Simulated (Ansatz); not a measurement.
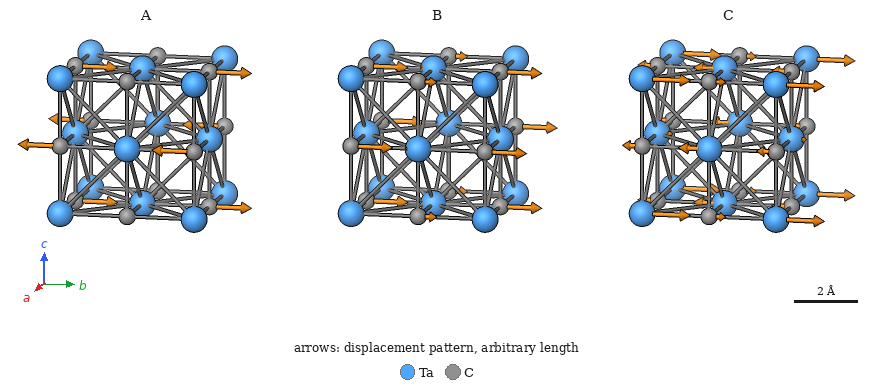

Modes of a crystal of Ta₄C₃, space group Pm-3m (No. 221), at the zone centre (one member of each degenerate set). Displacements are drawn as orange arrows; their common scale and sign are arbitrary. The picture is a ball-and-stick view of the cell of the calculation, seen slightly off an axis.

Level of theory: Ansatz, DFT PBEsol, scalar-relativistic, plane waves, PAW.

Give the symmetry species and the selection rules of each.

Answer. A is T₂u, silent by symmetry (neither infrared- nor Raman-active) (607 cm⁻¹). B is T₁u, infrared-active by symmetry (569 cm⁻¹). C is T₁u, infrared-active by symmetry (173 cm⁻¹). The crystal has a centre of inversion, so no mode is both. In a metal the free carriers screen the infrared response.
